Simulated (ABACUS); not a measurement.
**A series of single points on CoO**

System: CoO (4 atoms in the cell).
Method: Kohn-Sham DFT of a periodic cell, PBE, PseudoDojo NC SR 0.4.1 PBE standard, spin-polarised (ABACUS 3.10.1).

The 7 runs differ only in the geometry, by an even scaling of the cell at fixed fractional positions. The structure derives from a Materials Project entry.

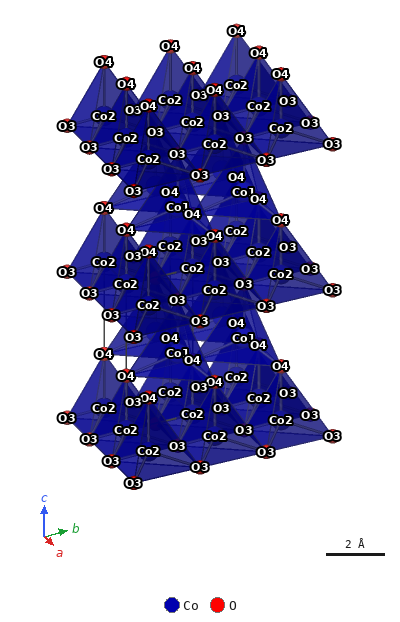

Figure 1. The structure of run 4 (polyhedral view of the cell of the calculation, repeated 2 × 2 × 2, seen slightly off an axis; polyhedra are completed across the faces of the cell; atoms are numbered from 1 in the order of the input).

### The input of run 4
```
INPUT_PARAMETERS
suffix              CoO
calculation         scf
basis_type          pw
pseudo_dir          ./
symmetry            1
dft_functional      pbe
ecutwfc             97
pseudo_rcut         10
nspin               2
nbands              30
ks_solver           dav
smearing_method     fd
smearing_sigma      0.00367493
scf_thr             1e-08
scf_nmax            100
mixing_type         broyden
mixing_beta         0.4
cal_force           1
cal_stress          1
kpar                4
```

### File STRU of run 4
```
ATOMIC_SPECIES
Co 58.9332 Co.upf
O 15.9990 O.upf

LATTICE_CONSTANT
1.8897261246

LATTICE_VECTORS
3.1976457435 0.0000000000 0.0000000000
-1.5988228718 2.7692424462 0.0000000000
0.0000000000 0.0000000000 5.2287097100

ATOMIC_POSITIONS
Direct

Co
0.0
2
0.3333333333 0.6666666667 0.5033624100 1 1 1 mag 2
0.0000000000 0.0000000000 0.0034741400 1 1 1 mag 2

O
0.0
2
0.3333333333 0.6666666667 0.8715556000 1 1 1 mag 0
0.0000000000 0.0000000000 0.3716088500 1 1 1 mag 0
```

### File KPT of run 4
```
K_POINTS
0
Gamma
10 10 5 0 0 0
```

Command:
```bash
OMP_NUM_THREADS=1 mpirun -np 4 abacus > log
```

Lattice vectors (Å) and fractional positions of run 4:
```
   3.197646    0.000000    0.000000
  -1.598823    2.769242    0.000000
   0.000000    0.000000    5.228710
Co  0.333333  0.666667  0.503362
Co  0.000000  0.000000  0.003474
O   0.333333  0.666667  0.871556
O   0.000000  0.000000  0.371609
```

Run 2 differs from it as follows:
```diff
-3.1976457435 0.0000000000 0.0000000000
--1.5988228718 2.7692424462 0.0000000000
-0.0000000000 0.0000000000 5.2287097100
+3.1544290168 0.0000000000 0.0000000000
+-1.5772145085 2.7318156630 0.0000000000
+0.0000000000 0.0000000000 5.1580428080
```

### Results, with one run withheld

```tsv
run	volume per atom (Å³)	free energy per atom, from the lowest run given (meV)	pressure (GPa)	gap on the mesh (eV)
1	10.881	23.97	9.98	0.00
2	11.112	?	?	?
3	11.344	3.81	3.99	0.00
4	11.575	0.00	1.23	0.00
5	11.807	0.05	−1.36	0.05
6	12.038	3.71	−3.75	0.11
7	12.270	10.66	−5.93	0.13
```

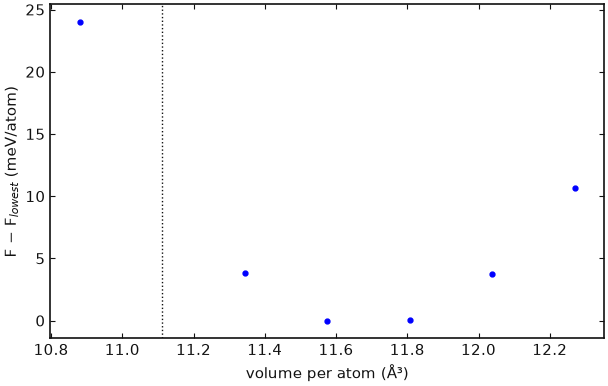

Figure 2. Free energy per atom of the runs given; the dotted line marks run 2.

What should run 2 give?

A cubic polynomial in V^(−2/3) (the Birch–Murnaghan form), fitted to the 6 runs given, misses them by at most 0.03 meV per atom. With x = V^(−2/3) − 0.19473 Å⁻², it reads F = −0.339 + 312.95 x + 2.8023e+05 x² − 1.1058e+06 x³ (meV per atom). At run 2 it gives 11.71 meV per atom, and the run itself gives 11.72. The slope of the fit gives a pressure −dF/dV of 6.95 GPa there, and the run prints 6.91 GPa. The fit has its minimum at 11.687 Å³ per atom, where V d²F/dV² gives 130 GPa. Cell shape and fractional positions are held, so this is the stiffness under even scaling; the relaxed bulk modulus wasn't computed. The gap on the mesh lies between 0.00 eV (run 1) and 0.13 eV (run 7); run 2 has 0.00 eV. These are gaps of this functional on this mesh, which can miss the band edges; they aren't the measured gap.

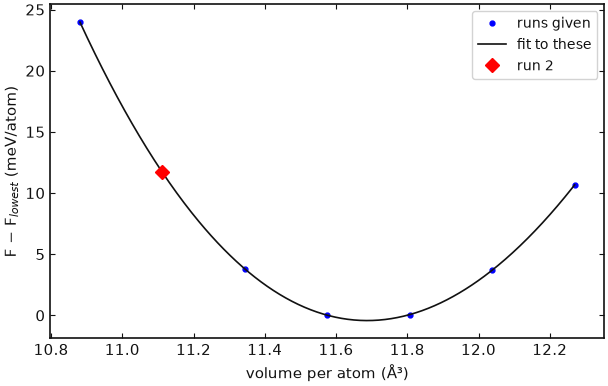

Figure 3. The fit and the withheld run.

### Some lines of the output (run 2)
```
[...]
 E_Fermi        0.8701235087         11.8386376816
 E_Fermi        0.8720678076         11.8650912255
 E_Fermi        0.8727827669         11.8748187456
 E_Fermi        0.8729919796         11.8776652304
 E_Fermi        0.8731868045         11.8803159596
 E_Fermi        0.8731937590         11.8804105800
 E_Fermi        0.8732114339         11.8806510592
 E_Fermi        0.8732216804         11.8807904701
 E_KS(sigma->0) -678.1635939460      -9226.8890538243
 E_Fermi        0.8732349906         11.8809715653
 final etot is -9226.903142 eV
 EFERMI = 11.880971565 eV
 TOTAL-PRESSURE: 69.072749 KBAR
 !FINAL_ETOT_IS -9226.9031419722105056 eV
```
